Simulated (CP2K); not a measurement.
**Energy of Ru along an even scaling of the cell**

System: Ru (P6₃/mmc, 2 atoms in the cell).
Method: Kohn-Sham DFT of a periodic cell, PBE, GTH-PBE with UZH-TZVP basis, no spin polarisation (CP2K 2026.2).

The 6 runs differ only in the geometry, by an even scaling of the cell at fixed fractional positions. The structure derives from an entry of the Crystallography Open Database.

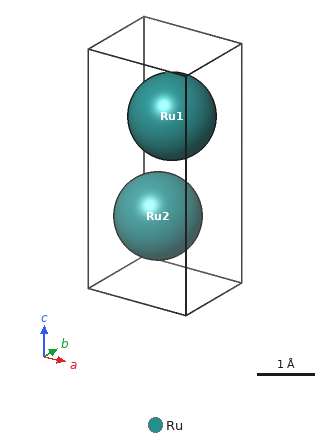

Figure 1. The structure of run 4 (spheres-only view of the cell of the calculation, seen slightly off an axis; atoms are numbered from 1 in the order of the input).

### Input of run 4
```
&GLOBAL
  PROJECT ru_eos
  RUN_TYPE ENERGY_FORCE
  PRINT_LEVEL LOW
&END GLOBAL
&FORCE_EVAL
  METHOD QS
  STRESS_TENSOR ANALYTICAL
  &DFT
    BASIS_SET_FILE_NAME BASIS_MOLOPT_UZH
    POTENTIAL_FILE_NAME POTENTIAL_UZH
    WFN_RESTART_FILE_NAME previous-RESTART.kp
    &MGRID
      CUTOFF 450
      REL_CUTOFF 60
      NGRIDS 4
    &END MGRID
    &QS
      METHOD GPW
      EPS_DEFAULT 1.0E-10
    &END QS
    &KPOINTS
      SCHEME MONKHORST-PACK 11 11 6
      GAMMA_CENTERED T
      SYMMETRY T
      SYMMETRY_BACKEND SPGLIB
    &END KPOINTS
    &SCF
      SCF_GUESS RESTART
      EPS_SCF 1.0E-6
      MAX_SCF 100
      ADDED_MOS 16
      CHOLESKY OFF
      EPS_EIGVAL 1.0E-7
      &DIAGONALIZATION ON
        ALGORITHM STANDARD
      &END DIAGONALIZATION
      &MIXING ON
        METHOD BROYDEN_MIXING
        ALPHA 0.4
        BETA 1.5
        NBUFFER 8
      &END MIXING
      &SMEAR ON
        METHOD FERMI_DIRAC
        ELECTRONIC_TEMPERATURE [K] 580.226
      &END SMEAR
    &END SCF
    &XC
      &XC_FUNCTIONAL PBE
      &END XC_FUNCTIONAL
    &END XC
    &PRINT
      &KPOINTS ON
      &END KPOINTS
      &MULLIKEN ON
      &END MULLIKEN
      &MO ON
        ENERGIES T
        OCCUPATION_NUMBERS T
        &EACH
          QS_SCF 0
        &END EACH
        ADD_LAST NUMERIC
      &END MO
    &END PRINT
  &END DFT
  &SUBSYS
    &CELL
      ABC 2.7237197275 2.7237197276 4.3102577801
      ALPHA_BETA_GAMMA 90.0000000000 90.0000000000 119.9999999999
      PERIODIC XYZ
    &END CELL
    &COORD
      Ru  1.3618598639 0.7862701589 3.2326933351
      Ru  -0.0000000002 1.5725403180 1.0775644450
    &END COORD
    &KIND Ru
      BASIS_SET TZVP-MOLOPT-PBE-GTH-q16
      POTENTIAL GTH-PBE-q16
    &END KIND
    &PRINT
      &ATOMIC_COORDINATES ON
      &END ATOMIC_COORDINATES
      &CELL ON
      &END CELL
    &END PRINT
  &END SUBSYS
  &PRINT
    &FORCES ON
    &END FORCES
    &STRESS_TENSOR ON
    &END STRESS_TENSOR
  &END PRINT
&END FORCE_EVAL
```

Command:
```bash
OMP_NUM_THREADS=1 cp2k.psmp -i ru_eos.inp -o ru_eos.out
```

Run 3 has the same physical settings and fractional positions; its lattice vectors (Å) are:
```
   2.687640    0.000000    0.000000
  -1.343820    2.327564    0.000000
   0.000000    0.000000    4.253162
```

### Results, with one run withheld

| run | volume per atom (Å³) | free energy per atom, from the lowest run given (meV) | pressure (GPa) |
| --- | --- | --- | --- |
| 1 | 12.760 | 104.14 | 32.27 |
| 2 | 13.032 | 57.43 | 23.02 |
| 3 | 13.303 | ? | ? |
| 4 | 13.846 | 0.00 | 0.84 |
| 5 | 14.118 | 3.61 | −5.00 |
| 6 | 14.389 | 16.59 | −10.21 |

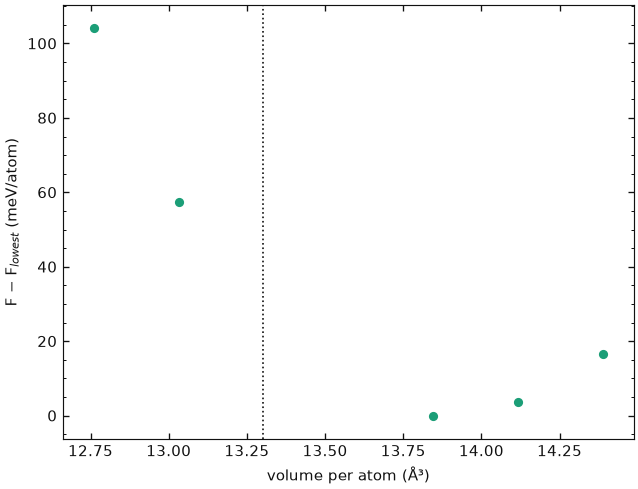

Figure 2. Free energy per atom of the runs given; the dotted line marks run 3.

Estimate the energy of run 3 from the others.

A cubic polynomial in V^(−2/3) (the Birch–Murnaghan form), fitted to the 5 runs given, misses them by under 0.01 meV per atom. With x = V^(−2/3) − 0.17547 Å⁻², it reads F = 5.5896 + 4833 x + 1.0309e+06 x² + 2.1786e+06 x³ (meV per atom). At run 3 it gives 25.62 meV per atom, and the run itself gives 25.56. The slope of the fit gives a pressure −dF/dV of 14.78 GPa there, and the run prints 14.77 GPa. The fit has its minimum at 13.884 Å³ per atom, where V d²F/dV² gives 312 GPa. Cell shape and fractional positions are held, so this is the stiffness under even scaling; the relaxed bulk modulus wasn't computed.

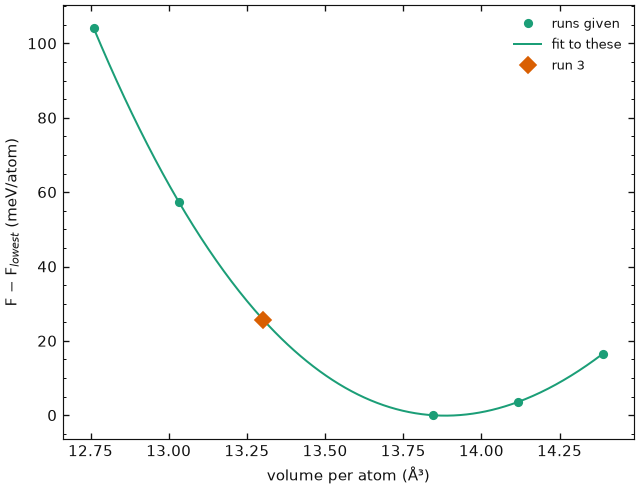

Figure 3. The fit and the withheld run.

### Some lines of the output (run 3)
```
[...]
 CELL| Volume [angstrom^3]:                                            26.606308
 CELL_REF| Volume [angstrom^3]:                                        26.606308
                        Smear method:                                FERMI_DIRAC
  Step     Update method      Time    Convergence         Total energy    Change
  Fermi energy:                                                 0.70464192749267
  Total energy:                                              -188.40336560448102
  Total energy (extrapolated to T->0):                       -188.40306919940400
 MO| E(Fermi):            0.704642 a.u.         19.174282 eV
```
